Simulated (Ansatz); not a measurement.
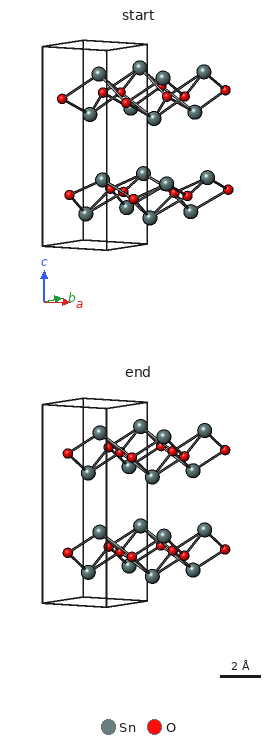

The structure of a crystal of SnO (set up in P1) before (top) and after (bottom) a relaxation, at one scale.

A ball-and-stick model of the cell of the calculation, repeated 2 × 2 × 1 with one cell outlined, seen from a free direction.

Case: cure: more steps.

Computed with DFT PBE, scalar-relativistic, plane waves, PAW (Ansatz 0.2.0).

Input file:
```yaml
crystal:
  lattice:
    - [2.736912, -2.737796, 0.0]
    - [2.736912, 2.737796, 0.0]
    - [0.0, 0.0, 10.22196]
  atoms:
    - { symbol: Sn, position: [0.7316744137, 0.2348602752, 0.8693270431] }
    - { symbol: Sn, position: [0.245056596, 0.6776435101, 0.1453523357] }
    - { symbol: Sn, position: [0.7917733682, 0.2299951068, 0.3408605684] }
    - { symbol: Sn, position: [0.2127032315, 0.8282865442, 0.638062206] }
    - { symbol: O, position: [0.2698494043, 0.2385502518, 0.2547051966] }
    - { symbol: O, position: [0.7508340437, 0.7335206139, 0.7620129686] }
    - { symbol: O, position: [0.1512739861, 0.2435360976, 0.733317199] }
    - { symbol: O, position: [0.7728060069, 0.7677431157, 0.2634321203] }
basis:
  ecutwfc: 420
kpoints:
  mp_grid: { grid: [6, 6, 2] }
hamiltonian:
  xc: pbe
scf:
  occupations: { method: gaussian, width: 0.02 }
output:
  forces: true
  stress: true
  eigenvalues: true
relax:
  adjacent_minimum: "off"
  f_tol: 0.005
  max_steps: 100
  cell: { stress_tol: 0.05 }
```

Run as
```bash
ansatz run input.yaml --threads 2 --pin off --max-ram 5120MiB --backend cpu --events-out ev --progress --plain --runs-dir out
```

### Summarise the run.

Over 6 accepted moves (7 points after the start) the energy falls by 2.094 eV per cell of the calculation. Largest force component: 5.1 eV/Å at the start, 0.0029 eV/Å at the end. The pressure goes from 9.59 to −0.01 GPa. The SCF was repeated once at an unchanged geometry on a basis and grid sized afresh for the cell, which shifted the energy by 2.7 meV per cell of the calculation at most. O7 moves most relative to the cell: 0.39 Å roughly along [3 0 1]. By element the largest moves are O 0.39 Å, Sn 0.34 Å. The drawn cell changes as follows: a 3.871 → 3.868 Å (−0.1 %), b 3.871 → 3.867 Å (−0.1 %), c 10.222 → 10.170 Å (−0.5 %); the volume changes by −0.7 %. Near-neighbour distances that change, for instance: Sn1–O7 2.642 → 2.255 Å, Sn4–O7 1.894 → 2.255 Å, Sn3–O8 1.958 → 2.255 Å, Sn4–O7 (another image) 2.476 → 2.255 Å. Among the angles between lasting bonds that change: Sn3–O8–Sn3 135.2° → 118.1°, O8–Sn3–O8 135.2° → 118.1°, Sn2–O8–Sn3 91.1° → 105.3°. The space group (tolerance 0.01 Å) goes from P1 (No. 1) to P4/nmm (No. 129).

Limits of the set-up: layers or molecules are held without a dispersion correction, so their spacing is unreliable.
